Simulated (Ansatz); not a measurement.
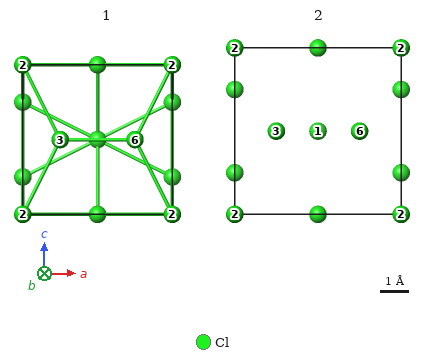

Two geometries of a crystal of Cl (built on the beta-tungsten (A15)_223 type) (coarse preliminary run), drawn at one scale. One is the start of a relaxation, the other its converged end. A ball-and-stick model of the cell of the calculation, seen along the b axis.

All numbers below come from DFT PBE, scalar-relativistic, plane waves, PAW (Ansatz). Set-up: plane-wave cutoff 420 eV; k-point mesh 4 × 4 × 4; occupations gaussian; smearing width 0.1 eV; no spin polarisation; cell and atoms relaxed; force threshold 0.04 eV/Å; at most 70 steps.

> Which one is relaxed?

Structure 1 is the relaxed one. Case: beta-tungsten (A15) type (Pm-3n, No. 223). No atom moves by more than 0.005 Å relative to the cell. Cell: a = b = c 6.133 → 5.512 Å (−10.1 %). Volume −27.4 %. Near-neighbour distances that change, for instance: Cl–Cl 3.428 → 3.081 Å, Cl–Cl 3.066 → 2.756 Å. The space group stays Pm-3n (No. 223). After 3 accepted moves (4 points after the start) the energy has fallen by 1.229 eV per cell of the calculation. All forces vanish by symmetry, so only the cell relaxes. Pressure: −4.37 GPa at the start and 0.07 GPa at the end. The SCF was repeated once at an unchanged geometry on a basis and grid sized afresh for the cell, which shifted the energy by 0.5 meV per cell of the calculation at most. The run took about 26 core-seconds on a shared host.
